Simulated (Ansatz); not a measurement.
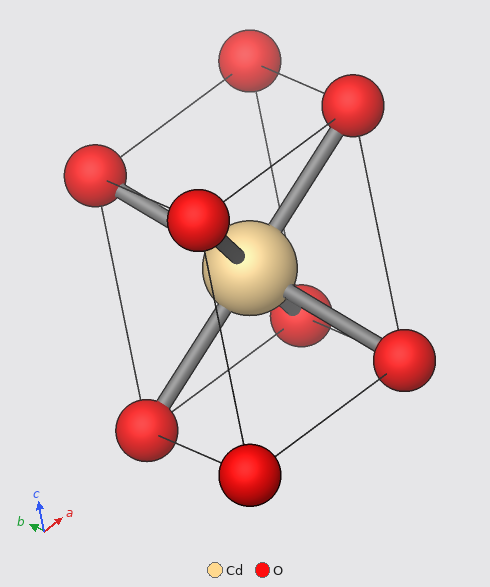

A ball-and-stick rendering, viewed slightly off an axis. The lines enclose the simulation cell; boundary atoms appear with their images.

Input used:
```yaml
crystal:
  lattice:
    - [0.0, 2.3839896146, 2.3839896146]
    - [2.3839896146, 0.0, 2.3839896146]
    - [2.3839896146, 2.3839896146, 0.0]
  atoms:
    - { symbol: Cd, position: [0.5, 0.5, 0.5] }
    - { symbol: O, position: [0.0, 0.0, 0.0] }
basis:
  ecutwfc: 500
kpoints:
  mp_grid: { grid: [20, 20, 20] }
  band_path:
    path:
      - [[0.0, 0.0, 0.0], [0.5, 0.0, 0.5], [0.625, 0.25, 0.625]]
      - [[0.375, 0.375, 0.75], [0.0, 0.0, 0.0], [0.5, 0.5, 0.5], [0.5, 0.25, 0.75], [0.5, 0.0, 0.5]]
    npoints: 14
hamiltonian:
  xc: r2scan
scf:
  occupations: { method: gaussian, width: 0.1 }
  n_extra_bands: 6
output:
  forces: true
  stress: true
  eigenvalues: true
  populations: true
  dos: { projected: true, de: 0.02, nscf_kmesh: { grid: [24, 24, 24] } }
  bader: true
  write_density: true
  write_potential: true
  elf: true
  volumetric_format: npy
```
Run as:
```sh
ansatz run input.yaml --threads 1 --pin off --max-ram 2560MiB --backend cpu --events-out ev --progress --plain --runs-dir out
```

The numbers come from DFT r2SCAN, scalar-relativistic, plane waves, PAW in Ansatz 0.2.0, using plane-wave cutoff 500 eV, a 20×20×20 grid in reciprocal space, Gaussian smearing of 0.1 eV, no spin polarisation.

**What charge does Bader's analysis assign to each element?**

Cd +1.25 e; O -1.25 e.

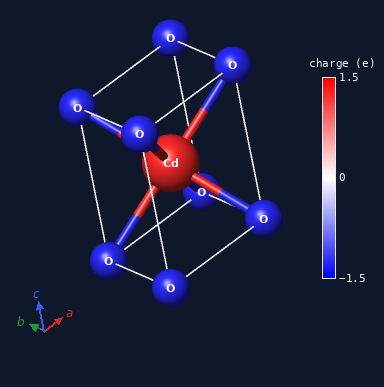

The atoms coloured by those charges.

Starting structure: a structure type filled with these elements by a generator (whether the compound takes this form wasn't checked). Earlier steps of the study may have refined or changed the cell and positions. A calculation with Ansatz used it as input.

At this level of theory the cell isn't at rest (stretched, at -5 GPa), so its distances can differ from those at equilibrium, the more so the softer the solid.
